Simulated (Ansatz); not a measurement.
## Single-point calculation, with input and output: ZnSe (part 2 of 2)

ZnSe (slab, 16 atoms in the cell); DFT PBE, scalar-relativistic, plane waves, PAW, no spin polarisation (Ansatz 0.2.0); cutoff 420 eV, 2×2×1 k-mesh, Gaussian smearing of 0.05 eV. The structure derives from an entry of the Crystallography Open Database. It belongs to a series of runs on one base structure; here: the slab at its places in the relaxed adsorbed structure.

Geometry of the input (Å; fractional positions):
```
8.1060  0.0000  0.0000
-4.0530  7.0200  0.0000
0.0000  0.0000  24.8387
Se 0.5000  0.0000  0.3221
Se 0.5000  0.5000  0.3221
Se 0.0000  0.0000  0.3221
Se -0.0000  0.5000  0.3221
Zn 0.1667  0.8333  0.3554
Zn 0.1667  0.3333  0.3554
Zn 0.6667  0.8333  0.3554
Zn 0.6667  0.3333  0.3554
Se 0.6472  0.8237  0.4669
Se 0.6656  0.3331  0.4618
Se 0.1752  0.8239  0.4671
Se 0.1751  0.3526  0.4671
Zn 0.3326  0.6672  0.4135
Zn 0.3197  0.1606  0.4537
Zn 0.8387  0.6787  0.4533
Zn 0.8385  0.1605  0.4533
```

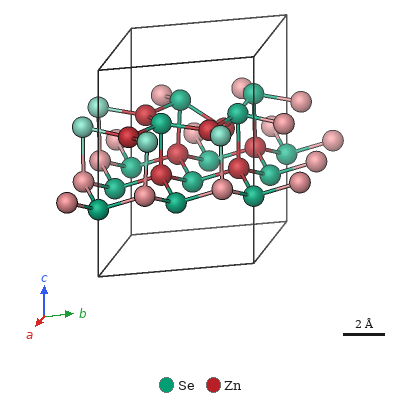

Fig. 1: The structure (ball-and-stick view of the cell of the calculation, with the vacuum cut short, seen slightly off an axis; neighbours outside the cell are drawn fainter). An atom can appear more than once, as a periodic image.

Output, continued
```
  k-point 1: bands = ["-49.7918", "-49.7918", "-49.7675", "-49.7671", "-49.7641", "-49.7637", "-49.7622", "-49.7618", "-49.7478", "-49.7477", "-49.7389", "-49.7370", "-49.7340", "-49.7321", "-49.7302", "-49.7268", "-49.7250", "-49.7230", "-49.7200", "-49.7182", "-48.7571", "-48.7567", "-48.7530", "-48.7526", "-48.7441", "-48.7436", "-48.7220", "-48.7176", "-48.7085", "-48.6981", "-48.6938", "-48.6937", "-48.6893", "-48.6854", "-48.6807", "-48.5974", "-48.5974", "-48.5583", "-48.5582", "-48.5464", "-15.4800", "-15.4416", "-15.1601", "-15.1339", "-14.2318", "-14.1691", "-13.9482", "-13.8453", "-9.6589", "-9.6170", "-9.6138", "-9.5555", "-9.5375", "-9.5150", "-9.4902", "-9.4807", "-9.4378", "-9.4347", "-9.4233", "-9.4086", "-9.3905", "-9.3655", "-9.3384", "-9.3380", "-9.3340", "-9.2618", "-9.1939", "-9.1928", "-8.7745", "-8.6307", "-8.6146", "-8.6097", "-8.5718", "-8.5545", "-8.5170", "-8.5036", "-8.4934", "-8.4721", "-8.4581", "-8.4443", "-8.4251", "-8.4238", "-8.4072", "-8.3769", "-8.3240", "-8.3155", "-8.2810", "-8.2634", "-7.2978", "-7.2805", "-6.6590", "-6.4351", "-6.4260", "-6.2084", "-5.9286", "-5.6742", "-5.6422", "-5.4541", "-4.4926", "-4.4748", "-4.3513", "-4.2773", "-4.2567", "-4.2336", "-4.1705", "-4.0569", "-3.1616", "-3.0440", "-3.0168", "-2.9412", "-2.8864", "-2.8467", "-0.5450", "0.1077", "0.4378", "0.5994", "0.7411", "1.0717", "1.3865", "1.4971", "1.7072", "1.8374", "2.1750", "2.7150", "2.7662", "3.0155", "3.0289", "3.1202", "3.3429", "3.5872", "3.6569", "3.7769", "3.8798", "3.9039", "4.0689"]
  k-point 2: bands = ["-49.7918", "-49.7918", "-49.7675", "-49.7671", "-49.7641", "-49.7637", "-49.7622", "-49.7618", "-49.7478", "-49.7477", "-49.7389", "-49.7370", "-49.7340", "-49.7321", "-49.7302", "-49.7268", "-49.7250", "-49.7230", "-49.7200", "-49.7182", "-48.7571", "-48.7567", "-48.7530", "-48.7526", "-48.7441", "-48.7436", "-48.7220", "-48.7176", "-48.7085", "-48.6981", "-48.6938", "-48.6937", "-48.6893", "-48.6854", "-48.6807", "-48.5974", "-48.5974", "-48.5583", "-48.5582", "-48.5464", "-15.4816", "-15.4399", "-15.1638", "-15.1301", "-14.2299", "-14.1718", "-13.9465", "-13.8463", "-9.6588", "-9.6173", "-9.6142", "-9.5553", "-9.5368", "-9.5160", "-9.4898", "-9.4807", "-9.4384", "-9.4351", "-9.4232", "-9.4082", "-9.3898", "-9.3646", "-9.3390", "-9.3380", "-9.3345", "-9.2620", "-9.1938", "-9.1928", "-8.7741", "-8.6309", "-8.6150", "-8.6099", "-8.5717", "-8.5543", "-8.5175", "-8.5030", "-8.4937", "-8.4714", "-8.4583", "-8.4440", "-8.4256", "-8.4235", "-8.4079", "-8.3766", "-8.3239", "-8.3155", "-8.2808", "-8.2638", "-7.2959", "-7.2826", "-6.6612", "-6.4322", "-6.4255", "-6.2116", "-5.9261", "-5.6694", "-5.6409", "-5.4585", "-4.4922", "-4.4737", "-4.3522", "-4.2775", "-4.2556", "-4.2343", "-4.1741", "-4.0537", "-3.1609", "-3.0445", "-3.0162", "-2.9427", "-2.8850", "-2.8481", "-0.5442", "0.1030", "0.4423", "0.5915", "0.7484", "1.0693", "1.3800", "1.4914", "1.7068", "1.8378", "2.1840", "2.7157", "2.7657", "3.0168", "3.0287", "3.1151", "3.3522", "3.5885", "3.6611", "3.7730", "3.8763", "3.9045", "4.0690"]
  k-point 3: bands = ["-49.7918", "-49.7918", "-49.7675", "-49.7671", "-49.7641", "-49.7637", "-49.7622", "-49.7618", "-49.7478", "-49.7477", "-49.7389", "-49.7370", "-49.7340", "-49.7321", "-49.7302", "-49.7268", "-49.7250", "-49.7230", "-49.7200", "-49.7182", "-48.7571", "-48.7567", "-48.7530", "-48.7526", "-48.7441", "-48.7436", "-48.7220", "-48.7176", "-48.7085", "-48.6981", "-48.6938", "-48.6937", "-48.6893", "-48.6854", "-48.6807", "-48.5974", "-48.5974", "-48.5583", "-48.5582", "-48.5464", "-15.4822", "-15.4384", "-15.1652", "-15.1298", "-14.2356", "-14.1630", "-13.9526", "-13.8432", "-9.6585", "-9.6172", "-9.6149", "-9.5548", "-9.5376", "-9.5175", "-9.4876", "-9.4824", "-9.4385", "-9.4353", "-9.4224", "-9.4085", "-9.3881", "-9.3635", "-9.3392", "-9.3384", "-9.3351", "-9.2622", "-9.1932", "-9.1929", "-8.7755", "-8.6308", "-8.6146", "-8.6087", "-8.5696", "-8.5549", "-8.5144", "-8.5077", "-8.4915", "-8.4765", "-8.4571", "-8.4439", "-8.4260", "-8.4227", "-8.4048", "-8.3775", "-8.3238", "-8.3157", "-8.2815", "-8.2639", "-7.2942", "-7.2824", "-6.6624", "-6.4340", "-6.4226", "-6.2074", "-5.9345", "-5.6736", "-5.6426", "-5.4554", "-4.4894", "-4.4715", "-4.3515", "-4.2785", "-4.2582", "-4.2341", "-4.1729", "-4.0537", "-3.1635", "-3.0417", "-3.0200", "-2.9384", "-2.8891", "-2.8436", "-0.5453", "0.1054", "0.4337", "0.5990", "0.7344", "1.0719", "1.3922", "1.5013", "1.7144", "1.8365", "2.1762", "2.7162", "2.7675", "3.0170", "3.0235", "3.1220", "3.3483", "3.5852", "3.6544", "3.7760", "3.8774", "3.9053", "4.0690"]
```

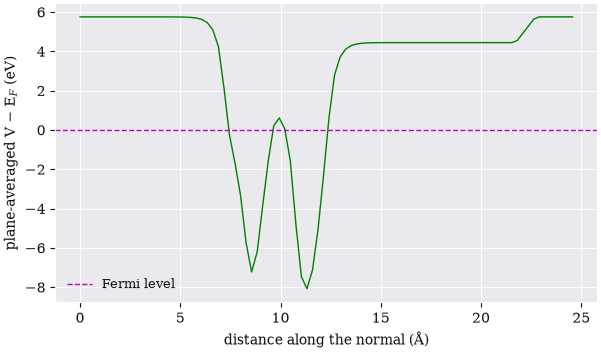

Fig. 2: Plane average of the electrostatic potential energy of an electron across the cell, from the Fermi level. The vacuum level lies 4.44 eV above the Fermi level on the upper side and 5.75 eV on the lower.

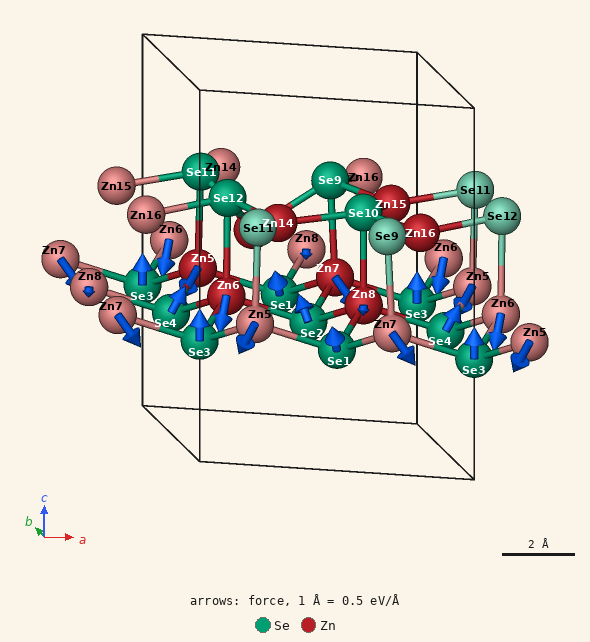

Fig. 3: Forces on the atoms as blue arrows (ball-and-stick view of the cell of the calculation, with the vacuum cut short, seen slightly off an axis; neighbours outside the cell are drawn fainter; atoms are numbered from 1 in the order of the input); the smallest are left out. The largest act on Zn5 (0.60 eV/Å); Zn6, Zn7 (0.58 eV/Å); Se3 (0.46 eV/Å); Se1, Se4 (0.44 eV/Å), among others. The geometry is not a stationary point of this energy.

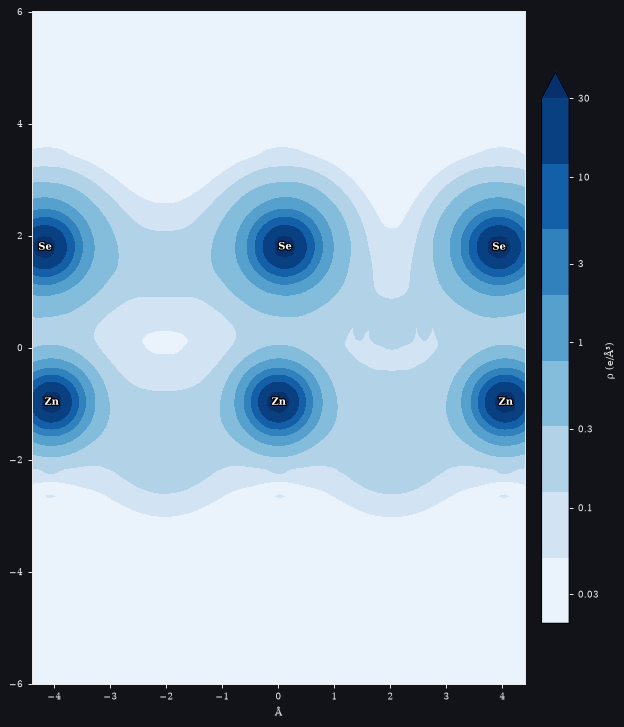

Fig. 4: Valence pseudo-density on the (11̄0) plane of the calculation cell, a cut from vacuum to vacuum. The section cuts through Zn and Se sites. Zn–Se (2.77 Å): the density is about 0.27 e/Å³ at the midpoint, with its minimum of 0.22 e/Å³ about 1.1 Å from Zn. The density dies away to nearly zero in the vacuum. The fields are those of the smooth PAW valence density.

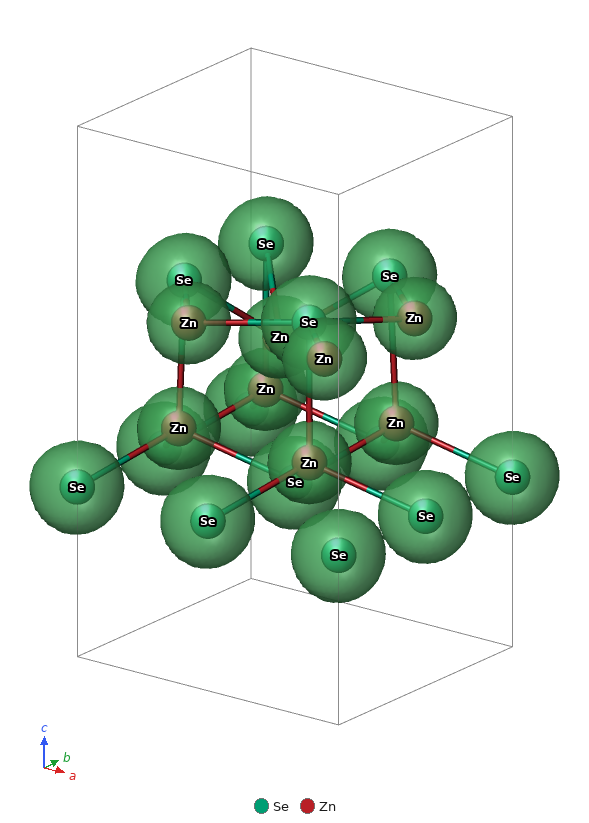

Fig. 5: Isosurface of the valence charge density (pseudo) at 0.8 e/Å³ (green), seen slightly off an axis. Sticks mark near contacts. At this value the density breaks into separate islands; it holds about 75 % of the electrons treated as valence. It is pinched off along the Zn–Se (2.39 Å), Zn–Se (2.43 Å), Zn–Se (2.48 Å) and Zn–Se (2.57 Å) contacts. On the grid the lowest density along these lines, outside the cores, is 0.48 e/Å³ (Zn–Se, 2.39 Å), 0.44 e/Å³ (Zn–Se, 2.43 Å), 0.41 e/Å³ (Zn–Se, 2.48 Å) and 0.34 e/Å³ (Zn–Se, 2.57 Å).

Results in brief

- outcome: converged
- electrons treated: 224
- free energy: −70312.4438 eV
- work function, top face: 4.44 eV
- work function, bottom face: 5.75 eV
- Fermi energy: −1.887 eV
- gap on the k-point mesh: 0.83 eV
- work function (upper face): 4.44 eV
- largest force (length of the vector): 0.596 eV/Å
- wall time: 16 s (CPU time 63 s)
- peak memory: 3.7 GiB
